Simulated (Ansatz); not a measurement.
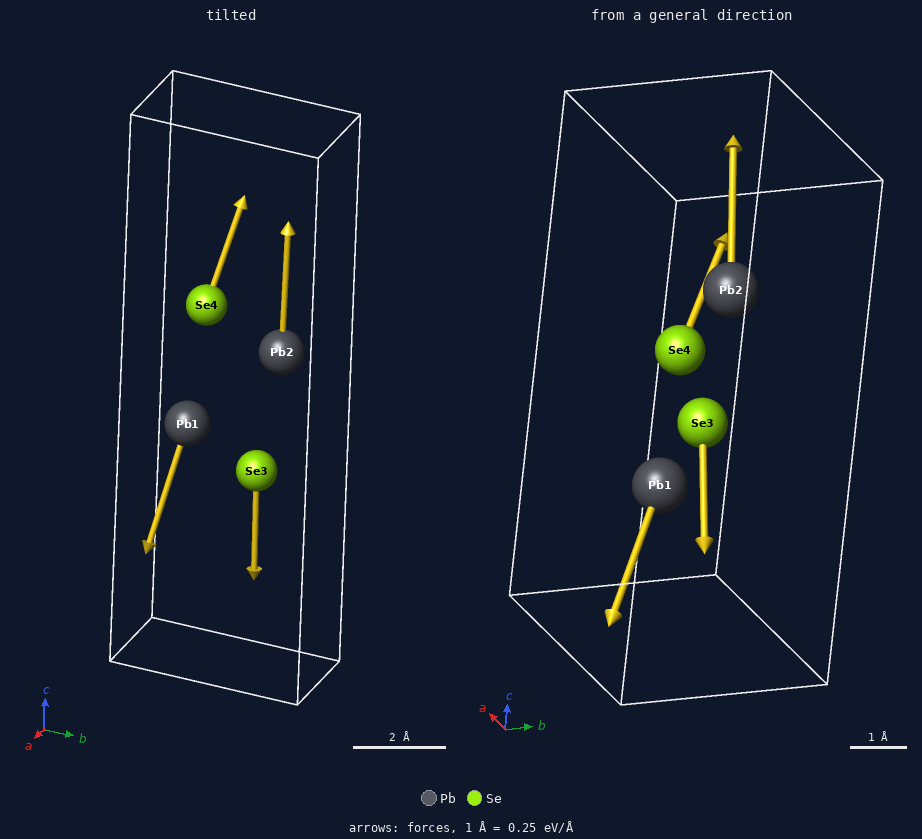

Shown here is a spheres-only view of the crystal, taken slightly off an axis and from a general direction. Thin lines show the cell (the run's own, in a reduced setting), with boundary atoms drawn in all their periodic places. The arrows are the computed forces on the atoms.

System: PbSe. The numbers come from Ansatz 0.2.0, DFT PBE, scalar-relativistic, plane waves, PAW, using a kinetic-energy cutoff of 420 eV, k-points about 0.25 Å⁻¹ apart, Gaussian smearing of 0.02 eV, no spin polarisation.

Are the atoms in equilibrium?

Answer. No. The atoms still feel forces of up to about 0.65 eV/Å, far above a usual threshold of 0.01 to 0.03 eV/Å.

Which atom feels the largest force?

Answer. Pb1 and Pb2, about 0.65 eV/Å.

State the average force for each kind of atom.

Answer. Mean magnitudes: about Pb 0.65 eV/Å, Se 0.54 eV/Å.

Provenance: a structure listed in the Materials Project. The cell was then strained or its atoms displaced on purpose. It was the input of a calculation with Ansatz.
